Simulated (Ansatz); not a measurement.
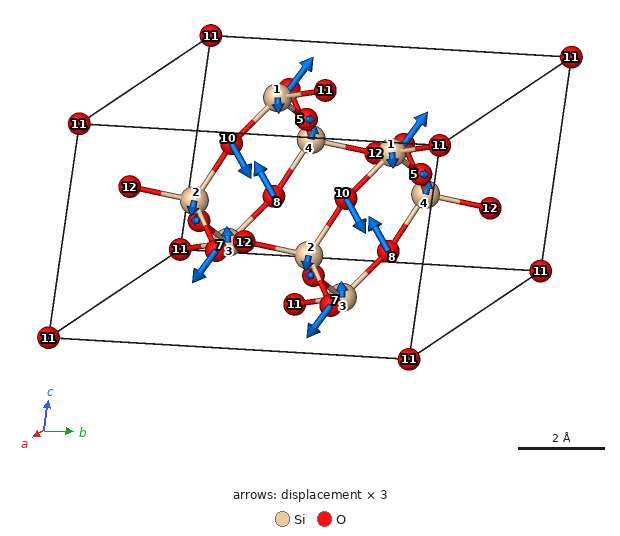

A relaxation of solid SiO2 (set up in C2/c). The starting structure is drawn; blue arrows show the displacements (the part carried along by the change of the cell is left out), magnified 3 times.

A ball-and-stick model of the conventional cell (2 times the calculation's cell), seen slightly off an axis. Lengths and directions refer to the drawn axes.

Case: biaxial strain in the a-b plane of -1.0 %; c and atoms relaxed.

These are results of DFT LDA, scalar-relativistic, plane waves, PAW (Ansatz 0.2.0), not measurements.

The input:
```yaml
crystal:
  lattice:
    - [-2.588912804, 4.6904934118, 4.392325835]
    - [2.588912804, -4.6904934118, 4.392325835]
    - [2.6530542847, 4.7258962333, -4.392325835]
  atoms:
    - { symbol: Si, position: [0.9275554424, 0.844101521, 0.0834539215] }
    - { symbol: Si, position: [0.7393524005, 0.155898479, 0.5834539215] }
    - { symbol: Si, position: [0.0724445576, 0.155898479, 0.9165460785] }
    - { symbol: Si, position: [0.2606475995, 0.844101521, 0.4165460785] }
    - { symbol: O, position: [0.1278353228, 0.8778353228, 0.25] }
    - { symbol: O, position: [0.8721646772, 0.1221646772, 0.75] }
    - { symbol: O, position: [0.7902925021, 0.5, 0.7902925021] }
    - { symbol: O, position: [0.2097074979, 0.0, 0.7097074979] }
    - { symbol: O, position: [0.2097074979, 0.5, 0.2097074979] }
    - { symbol: O, position: [0.7902925021, 0.0, 0.2902925021] }
    - { symbol: O, position: [0.0, 0.0, 0.0] }
    - { symbol: O, position: [0.5, 0.0, 0.5] }
basis:
  ecutwfc: 420
kpoints:
  mp_grid: { grid: [6, 6, 6] }
hamiltonian:
  xc: lda
scf:
  occupations: { method: gaussian, width: 0.02 }
output:
  forces: true
  stress: true
  eigenvalues: true
  write_density: true
  write_potential: true
  elf: true
  volumetric_format: npy
relax:
  adjacent_minimum: "off"
  f_tol: 0.008
  max_steps: 40
  cell: { stress_tol: 0.015, fix: [a, b, gamma] }
```

Launched with:
```bash
ansatz run input.yaml --threads 2 --pin off --max-ram 5120MiB --backend cpu --events-out ev --progress --plain --runs-dir out
```

Question: Which element moves most?

Answer: Oxygen: up to 0.32 Å, against 0.13 Å for silicon.

Question: Describe the change and its energy.

Answer: The largest moves relative to the cell, 0.32 Å, are those of O7, O8, O9 and O10. O8 goes roughly along [0 −1 2]. Largest moves by element: O 0.32 Å, Si 0.13 Å. Cell: a unchanged at 10.715 Å, b unchanged at 8.785 Å, c 5.242 → 5.177 Å (−1.2 %), β 118.5° → 116.3°. Volume +0.7 %. Some distances before and after: Si1–O11 1.579 → 1.594 Å, Si1–O10 1.597 → 1.605 Å. Bond angles that change, for instance: Si1–O5–Si4 158.6° → 155.0°, Si1–O7–Si2 150.6° → 148.6°. The space group stays C2/c (No. 15). After 12 accepted moves (15 points after the start) the energy has fallen by 3.5 meV per atom. The largest force component goes from 0.37 to 0.00021 eV/Å. The pressure goes from 2.01 to −0.16 GPa. At 3 points the geometry stayed and the basis and grid were re-selected for the new cell (energy shift of 0.7 meV per atom at most each time).
